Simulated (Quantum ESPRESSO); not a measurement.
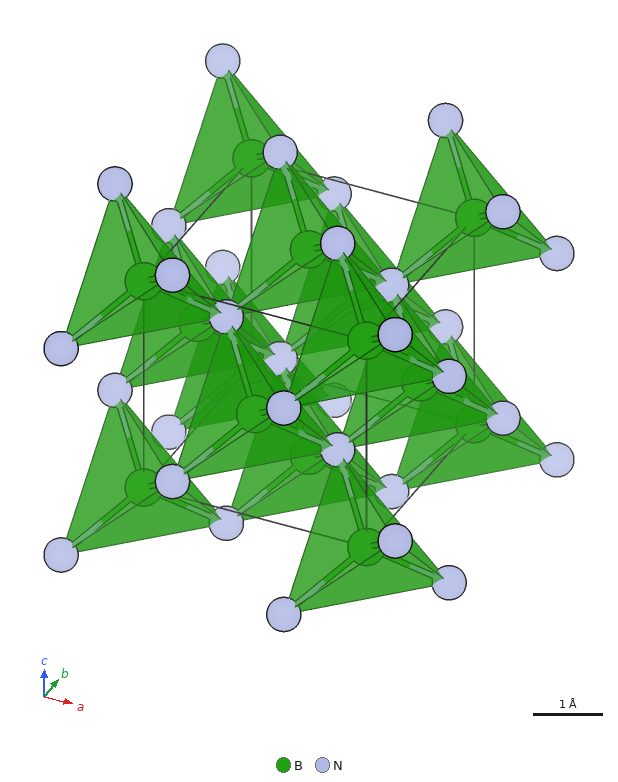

*The structure as given in the input (polyhedral view of the cell 4 times as large as that of the calculation, set on its symmetry axes, seen at an oblique angle; polyhedra are completed across the faces of the cell).*

**BN: relaxation of cell and atoms (part 1 of 2)**

BN (F-43m, 2 atoms in the cell), computed with Kohn-Sham DFT of a periodic cell, PBE, SSSP 1.3 efficiency PBE, no spin polarisation (Quantum ESPRESSO 7.5).

**Input**
```
&CONTROL
  calculation = 'vc-relax'
  prefix = 'pwscf'
  outdir = './tmp'
  pseudo_dir = './pseudo'
  tprnfor = .true.
  tstress = .true.
  disk_io = 'low'
  nstep = 40
  forc_conv_thr = 0.0004
  etot_conv_thr = 1d-05
/
&SYSTEM
  ibrav = 0
  nat = 2
  ntyp = 2
  ecutwfc = 60
  ecutrho = 480
  nbnd = 9
  occupations = 'fixed'
/
&ELECTRONS
  conv_thr = 4d-10
  electron_maxstep = 120
  mixing_beta = 0.5
/
&IONS
  ion_dynamics = 'bfgs'
/
&CELL
  cell_dynamics = 'bfgs'
  press = 500
  press_conv_thr = 0.3
/
ATOMIC_SPECIES
B     10.8100 b_pbe_v1.4.uspp.F.UPF
N     14.0070 N.pbe-n-radius_5.UPF
CELL_PARAMETERS angstrom
   0.0000000000    1.8075000000    1.8075000000
   1.8075000000    0.0000000000    1.8075000000
   1.8075000000    1.8075000000    0.0000000000
ATOMIC_POSITIONS crystal
B      0.0000000000    0.0000000000    0.0000000000
N      0.2500000000    0.2500000000    0.2500000000
K_POINTS automatic
16 16 16 0 0 0
```

Run on 1 thread of AMD EPYC (Zen 3), 200 GiB of memory available, shared host.

Launch command:
```bash
OMP_NUM_THREADS=1 pw.x -in pw.in > pw.out
```

**What the program printed**
```
This program is part of the open-source Quantum ESPRESSO suite
     for quantum simulation of materials; please cite
         "P. Giannozzi et al., J. Phys.:Condens. Matter 21 395502 (2009);
         "P. Giannozzi et al., J. Phys.:Condens. Matter 29 465901 (2017);
         "P. Giannozzi et al., J. Chem. Phys. 152 154105 (2020);
          URL
     in publications or presentations arising from this work. More details at

     Message from routine setup:
     using ibrav=0 with symmetry is DISCOURAGED, use correct ibrav instead

     G-vector sticks info
     --------------------
     sticks:   dense  smooth     PW     G-vecs:    dense   smooth      PW
     Sum         769     379    121                14163     5029     941

     Using Slab Decomposition

     bravais-lattice index     =            0
     lattice parameter (alat)  =       4.8305  a.u.
     unit-cell volume          =      79.7006 (a.u.)^3
     number of atoms/cell      =            2
     number of atomic types    =            2
     number of electrons       =         8.00
     number of Kohn-Sham states=            9
     kinetic-energy cutoff     =      60.0000  Ry
     charge density cutoff     =     480.0000  Ry
     scf convergence threshold =      4.0E-10
     mixing beta               =       0.5000
     number of iterations used =            8  plain     mixing
     energy convergence thresh.=      1.0E-05
     force convergence thresh. =      4.0E-04
     press convergence thresh. =      3.0E-01
     Exchange-correlation= PBE
                           (   1   4   3   4   0   0   0)
     nstep                     =           40

     celldm(1)=   4.830501  celldm(2)=   0.000000  celldm(3)=   0.000000
     celldm(4)=   0.000000  celldm(5)=   0.000000  celldm(6)=   0.000000

     crystal axes: (cart. coord. in units of alat)
               a(1) = (   0.000000   0.707107   0.707107 )
               a(2) = (   0.707107   0.000000   0.707107 )
               a(3) = (   0.707107   0.707107   0.000000 )

     reciprocal axes: (cart. coord. in units 2 pi/alat)
               b(1) = ( -0.707107  0.707107  0.707107 )
               b(2) = (  0.707107 -0.707107  0.707107 )
               b(3) = (  0.707107  0.707107 -0.707107 )

     PseudoPot. # 1 for B  read from file:
     b_pbe_v1.4.uspp.F.UPF
     Pseudo is Ultrasoft + core correction, Zval =  3.0
     Generated by new atomic code, or converted to UPF format
     Using radial grid of  781 points,  4 beta functions with:
                l(1) =   0
                l(2) =   0
                l(3) =   1
                l(4) =   1
     Q(r) pseudized with  8 coefficients,  rinner =    1.100   1.100   1.100

     PseudoPot. # 2 for N  read from file:
     N.pbe-n-radius_5.UPF
     Pseudo is Ultrasoft + core correction, Zval =  5.0
     Generated using "atomic" code by A. Dal Corso  v.5.1
     Using radial grid of 1085 points,  4 beta functions with:
                l(1) =   0
                l(2) =   0
                l(3) =   1
                l(4) =   1
     Q(r) pseudized with 0 coefficients

     atomic species   valence    mass     pseudopotential
     B                 3.00    10.81000     B ( 1.00)
     N                 5.00    14.00700     N ( 1.00)

     24 Sym. Ops. (no inversion) found

   Cartesian axes

     site n.     atom                  positions (alat units)
         1        B      tau(   1) = (   0.0000000   0.0000000   0.0000000  )
         2        N      tau(   2) = (   0.3535534   0.3535534   0.3535534  )

     number of k points=   145

     Number of k-points >= 100: set verbosity='high' to print them.

     Dense  grid:    14163 G-vectors     FFT dimensions: (  36,  36,  36)

     Smooth grid:     5029 G-vectors     FFT dimensions: (  24,  24,  24)

     Initial potential from superposition of free atoms

     starting charge       7.9997, renormalised to       8.0000
     Starting wfcs are    8 randomized atomic wfcs +    1 random wfcs

     Self-consistent Calculation

     iteration #  1     ecut=    60.00 Ry     beta= 0.50
     Davidson diagonalization with overlap
     ethr =  1.00E-02,  avg # of iterations =  5.2

     total energy              =     -26.72103448 Ry
     estimated scf accuracy    <       0.21293482 Ry

     iteration #  2     ecut=    60.00 Ry     beta= 0.50
     Davidson diagonalization with overlap
     ethr =  2.66E-03,  avg # of iterations =  1.1

     total energy              =     -26.75857909 Ry
     estimated scf accuracy    <       0.02140412 Ry

     iteration #  3     ecut=    60.00 Ry     beta= 0.50
     Davidson diagonalization with overlap
     ethr =  2.68E-04,  avg # of iterations =  1.5

     total energy              =     -26.76110114 Ry
     estimated scf accuracy    <       0.00319071 Ry

     iteration #  4     ecut=    60.00 Ry     beta= 0.50
     Davidson diagonalization with overlap
     ethr =  3.99E-05,  avg # of iterations =  2.0

     total energy              =     -26.76143535 Ry
     estimated scf accuracy    <       0.00004915 Ry

     iteration #  5     ecut=    60.00 Ry     beta= 0.50
     Davidson diagonalization with overlap
     ethr =  6.14E-07,  avg # of iterations =  4.0

     total energy              =     -26.76146780 Ry
     estimated scf accuracy    <       0.00000897 Ry

     iteration #  6     ecut=    60.00 Ry     beta= 0.50
     Davidson diagonalization with overlap
     ethr =  1.12E-07,  avg # of iterations =  1.3

     total energy              =     -26.76146968 Ry
     estimated scf accuracy    <       0.00000007 Ry

     iteration #  7     ecut=    60.00 Ry     beta= 0.50
     Davidson diagonalization with overlap
     ethr =  8.27E-10,  avg # of iterations =  3.7

     total energy              =     -26.76146976 Ry
     estimated scf accuracy    <       0.00000010 Ry

     iteration #  8     ecut=    60.00 Ry     beta= 0.50
     Davidson diagonalization with overlap
     ethr =  8.27E-10,  avg # of iterations =  1.2

     End of self-consistent calculation

     Number of k-points >= 100: set verbosity='high' to print the bands.

     highest occupied, lowest unoccupied level (ev):    11.1448   15.6260

!    total energy              =     -26.76146977 Ry
     estimated scf accuracy    <          2.9E-10 Ry

     The total energy is the sum of the following terms:
     one-electron contribution =       4.58530209 Ry
     hartree contribution      =       3.60739214 Ry
     xc contribution           =      -8.61337810 Ry
     ewald contribution        =     -26.34078590 Ry

     convergence has been achieved in   8 iterations

     Forces acting on atoms (cartesian axes, Ry/au):

     atom    1 type  1   force =    -0.00000000   -0.00000000    0.00000000
     atom    2 type  2   force =    -0.00000000    0.00000000   -0.00000000

     Total force =     0.000000     Total SCF correction =     0.000000

     Computing stress (Cartesian axis) and pressure

          total   stress  (Ry/bohr**3)                   (kbar)     P=       16.37
   0.00011125   0.00000000  -0.00000000           16.37        0.00       -0.00
   0.00000000   0.00011125   0.00000000            0.00       16.37        0.00
  -0.00000000   0.00000000   0.00011125           -0.00        0.00       16.37

     BFGS Geometry Optimization
     Energy error            =      6.8E-02 Ry
     Gradient error          =      1.0E-32 Ry/Bohr
     Cell gradient error     =      4.8E+02 kbar

     number of scf cycles    =   1
     number of bfgs steps    =   0

     enthalpy           new  =     -26.4905729861 Ry

     new trust radius        =       0.1467541322 bohr
     new conv_thr            =       0.0000000004 Ry

     new unit-cell volume =     61.61934 a.u.^3 (     9.13104 Ang^3 )
     density =      4.51313 g/cm^3

CELL_PARAMETERS (angstrom)
   0.000000000   1.658937947   1.658937947
   1.658937947   0.000000000   1.658937947
   1.658937947   1.658937947   0.000000000

ATOMIC_POSITIONS (crystal)
B                0.0000000000        0.0000000000       -0.0000000000
N                0.2500000000        0.2500000000        0.2500000000

     NEW-OLD atomic charge density approx. for the potential
     New effective cutoffs (rho, wfc):  566.40   71.22

     Self-consistent Calculation

     iteration #  1     ecut=    60.00 Ry     beta= 0.50
     Davidson diagonalization with overlap
     ethr =  1.00E-06,  avg # of iterations =  7.3

     total energy              =     -26.68072924 Ry
     estimated scf accuracy    <       0.00673751 Ry

     iteration #  2     ecut=    60.00 Ry     beta= 0.50
     Davidson diagonalization with overlap
     ethr =  8.42E-05,  avg # of iterations =  1.0

     total energy              =     -26.68096614 Ry
     estimated scf accuracy    <       0.00092394 Ry

     iteration #  3     ecut=    60.00 Ry     beta= 0.50
     Davidson diagonalization with overlap
     ethr =  1.15E-05,  avg # of iterations =  1.5

     total energy              =     -26.68105425 Ry
     estimated scf accuracy    <       0.00004148 Ry

     iteration #  4     ecut=    60.00 Ry     beta= 0.50
     Davidson diagonalization with overlap
     ethr =  5.18E-07,  avg # of iterations =  2.0

     total energy              =     -26.68106384 Ry
     estimated scf accuracy    <       0.00000182 Ry

     iteration #  5     ecut=    60.00 Ry     beta= 0.50
     Davidson diagonalization with overlap
     ethr =  2.28E-08,  avg # of iterations =  2.0

     total energy              =     -26.68106437 Ry
     estimated scf accuracy    <       0.00000005 Ry

     iteration #  6     ecut=    60.00 Ry     beta= 0.50
     Davidson diagonalization with overlap
     ethr =  6.31E-10,  avg # of iterations =  3.6

     total energy              =     -26.68106441 Ry
     estimated scf accuracy    <          7.4E-09 Ry

     iteration #  7     ecut=    60.00 Ry     beta= 0.50
     Davidson diagonalization with overlap
     ethr =  9.24E-11,  avg # of iterations =  1.8

     total energy              =     -26.68106441 Ry
     estimated scf accuracy    <          1.5E-09 Ry

     iteration #  8     ecut=    60.00 Ry     beta= 0.50
     Davidson diagonalization with overlap
     ethr =  1.93E-11,  avg # of iterations =  1.1

     End of self-consistent calculation

     Number of k-points >= 100: set verbosity='high' to print the bands.

     highest occupied, lowest unoccupied level (ev):    15.7403   20.4729

!    total energy              =     -26.68106441 Ry
     estimated scf accuracy    <          1.0E-12 Ry

     The total energy is the sum of the following terms:
     one-electron contribution =       7.90837192 Ry
     hartree contribution      =       3.14090837 Ry
     xc contribution           =      -9.03067537 Ry
     ewald contribution        =     -28.69966933 Ry

     convergence has been achieved in   8 iterations

     Forces acting on atoms (cartesian axes, Ry/au):

     atom    1 type  1   force =    -0.00000000   -0.00000000   -0.00000000
     atom    2 type  2   force =     0.00000000    0.00000000    0.00000000

     Total force =     0.000000     Total SCF correction =     0.000000

     Computing stress (Cartesian axis) and pressure

          total   stress  (Ry/bohr**3)                   (kbar)     P=     1570.62
   0.01067684  -0.00000000  -0.00000000         1570.62       -0.00       -0.00
  -0.00000000   0.01067684  -0.00000000           -0.00     1570.62       -0.00
  -0.00000000  -0.00000000   0.01067684           -0.00       -0.00     1570.62

     Energy error            =      1.9E-02 Ry
     Gradient error          =      2.5E-32 Ry/Bohr
     Cell gradient error     =      1.1E+03 kbar

     number of scf cycles    =   2
     number of bfgs steps    =   1

     enthalpy           old  =     -26.4905729861 Ry
     enthalpy           new  =     -26.4716245429 Ry

     CASE: enthalpy          _new > enthalpy          _old

     new trust radius        =       0.0543558334 bohr
     new conv_thr            =       0.0000000004 Ry

     new unit-cell volume =     72.34159 a.u.^3 (    10.71992 Ang^3 )
     density =      3.84421 g/cm^3

CELL_PARAMETERS (angstrom)
   0.000000000   1.750063523   1.750063523
   1.750063523   0.000000000   1.750063523
   1.750063523   1.750063523   0.000000000

ATOMIC_POSITIONS (crystal)
B                0.0000000000        0.0000000000       -0.0000000000
N                0.2500000000        0.2500000000        0.2500000000

     NEW-OLD atomic charge density approx. for the potential
     New effective cutoffs (rho, wfc):  508.95   64.00

     Self-consistent Calculation

     iteration #  1     ecut=    60.00 Ry     beta= 0.50
     Davidson diagonalization with overlap
     ethr =  1.00E-06,  avg # of iterations =  7.7

     total energy              =     -26.75027155 Ry
     estimated scf accuracy    <       0.00243527 Ry

     iteration #  2     ecut=    60.00 Ry     beta= 0.50
     Davidson diagonalization with overlap
     ethr =  3.04E-05,  avg # of iterations =  1.0

     total energy              =     -26.75041865 Ry
     estimated scf accuracy    <       0.00034906 Ry

     iteration #  3     ecut=    60.00 Ry     beta= 0.50
     Davidson diagonalization with overlap
     ethr =  4.36E-06,  avg # of iterations =  1.2

     total energy              =     -26.75045269 Ry
     estimated scf accuracy    <       0.00002796 Ry

     iteration #  4     ecut=    60.00 Ry     beta= 0.50
     Davidson diagonalization with overlap
     ethr =  3.49E-07,  avg # of iterations =  2.0

     total energy              =     -26.75045986 Ry
     estimated scf accuracy    <       0.00000109 Ry

     iteration #  5     ecut=    60.00 Ry     beta= 0.50
     Davidson diagonalization with overlap
     ethr =  1.37E-08,  avg # of iterations =  2.0

     total energy              =     -26.75046027 Ry
     estimated scf accuracy    <       0.00000011 Ry

     iteration #  6     ecut=    60.00 Ry     beta= 0.50
     Davidson diagonalization with overlap
     ethr =  1.37E-09,  avg # of iterations =  2.5

     total energy              =     -26.75046031 Ry
     estimated scf accuracy    <       0.00000001 Ry

     iteration #  7     ecut=    60.00 Ry     beta= 0.50
     Davidson diagonalization with overlap
     ethr =  1.57E-10,  avg # of iterations =  1.8

     End of self-consistent calculation

     Number of k-points >= 100: set verbosity='high' to print the bands.

     highest occupied, lowest unoccupied level (ev):    12.7591   17.3433

!    total energy              =     -26.75046032 Ry
     estimated scf accuracy    <          1.0E-10 Ry

     The total energy is the sum of the following terms:
     one-electron contribution =       5.79113547 Ry
     hartree contribution      =       3.42721030 Ry
     xc contribution           =      -8.76352474 Ry
     ewald contribution        =     -27.20528135 Ry

     convergence has been achieved in   7 iterations

     Forces acting on atoms (cartesian axes, Ry/au):

     atom    1 type  1   force =    -0.00000000    0.00000000    0.00000000
     atom    2 type  2   force =     0.00000000   -0.00000000   -0.00000000

     Total force =     0.000000     Total SCF correction =     0.000000

     Computing stress (Cartesian axis) and pressure

          total   stress  (Ry/bohr**3)                   (kbar)     P=      455.58
   0.00309696  -0.00000000   0.00000000          455.58       -0.00        0.00
   0.00000000   0.00309696  -0.00000000            0.00      455.58       -0.00
   0.00000000   0.00000000   0.00309696            0.00        0.00      455.58

     Energy error            =      1.4E-02 Ry
     Gradient error          =      1.2E-32 Ry/Bohr
     Cell gradient error     =      4.4E+01 kbar

     number of scf cycles    =   3
     number of bfgs steps    =   1

     enthalpy           old  =     -26.4905729861 Ry
     enthalpy           new  =     -26.5045762567 Ry

     CASE: enthalpy          _new < enthalpy          _old

     new trust radius        =       0.0052599785 bohr
     new conv_thr            =            4.0E-12 Ry

     new unit-cell volume =     71.67259 a.u.^3 (    10.62078 Ang^3 )
     density =      3.88009 g/cm^3

CELL_PARAMETERS (angstrom)
   0.000000000   1.744652072   1.744652072
   1.744652072  -0.000000000   1.744652072
   1.744652072   1.744652072   0.000000000

ATOMIC_POSITIONS (crystal)
B                0.0000000000       -0.0000000000       -0.0000000000
N                0.2500000000        0.2500000000        0.2500000000

     NEW-OLD atomic charge density approx. for the potential
     New effective cutoffs (rho, wfc):  512.11   64.40

     Self-consistent Calculation

     iteration #  1     ecut=    60.00 Ry     beta= 0.50
     Davidson diagonalization with overlap
     ethr =  1.00E-06,  avg # of iterations =  3.0

     total energy              =     -26.74827352 Ry
     estimated scf accuracy    <       0.00000856 Ry

     iteration #  2     ecut=    60.00 Ry     beta= 0.50
     Davidson diagonalization with overlap
     ethr =  1.07E-07,  avg # of iterations =  2.0

     total energy              =     -26.74827464 Ry
     estimated scf accuracy    <       0.00000130 Ry

     iteration #  3     ecut=    60.00 Ry     beta= 0.50
     Davidson diagonalization with overlap
     ethr =  1.62E-08,  avg # of iterations =  1.8

     total energy              =     -26.74827482 Ry
     estimated scf accuracy    <       0.00000008 Ry
```
